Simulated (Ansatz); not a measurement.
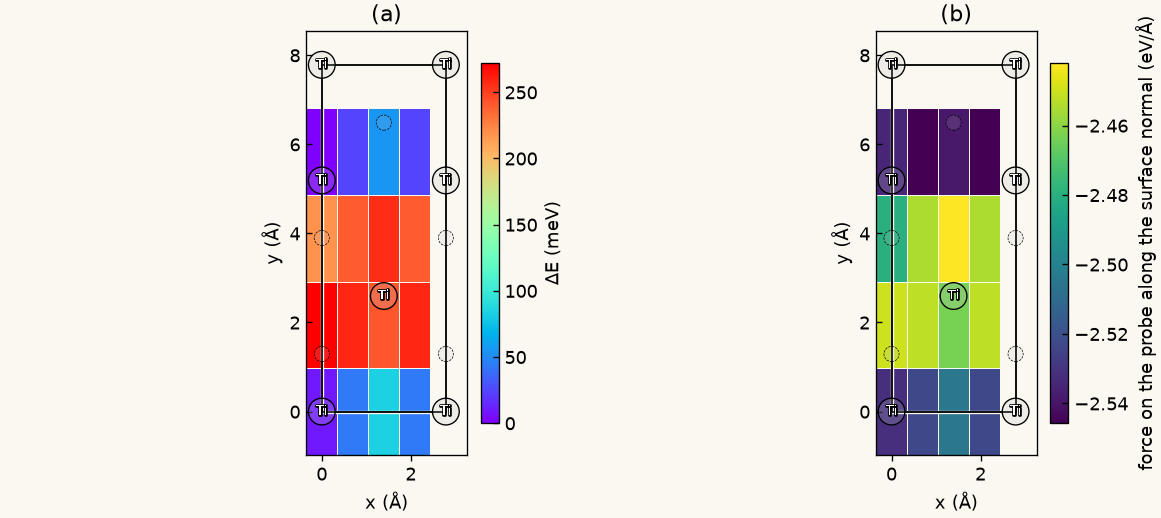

Si on a Ti(110) slab cut from the P6/mmm phase, its upper half relaxed before the scan (18 atoms of substrate and one adsorbate in a 2 × 1 cell). 
- Si is moved over the surface cell at a fixed height above a rigid substrate; the origin of the map has the adsorbate above Ti15; the height is held at 3.10 Å.
- Places are given modulo a cell vector. The map is drawn in real space over the plane of the surface.
- The grid has 4 × 4 points; 12 points were computed and 4 follow by symmetry.
- Places are given in fractions of the 1 × 1 surface cell.
- Energies are in meV, from the lowest grid point.
- The runs have no spin polarisation, so an open-shell adsorbate far from the surface lies too high. At a fixed height the lowest place need not be the adsorption site.
- Computed with Ansatz 0.2.0, DFT PBE+D3(BJ), scalar-relativistic, plane waves, PAW. Settings: cutoff 420 eV, k-mesh 5×4×1, gaussian smearing 0.1 eV, no spin polarisation.

Panel (a) is the energy; panel (b) is the computed force on the probe along the surface normal, in eV/Å.

In the figure: one coloured cell a grid point, labelled circles for the atoms of the top layer and small ones for the second layer, the outline of one cell of the plane.

### How does the force on the probe along the surface normal vary over the map, and what is it at the lowest grid point?

It runs from −2.55 eV/Å at (1/4, 3/4) of the cell vectors [nearest 1 Ti at 3.24 Å] to −2.44 eV/Å at (2/4, 2/4) of the cell vectors [nearest 1 Ti at 3.42 Å]. At the lowest grid point, (0/4, 3/4) of the cell vectors [nearest 1 Ti at 3.17 Å], it is −2.53 eV/Å.

PAW datasets: the set soft_1.
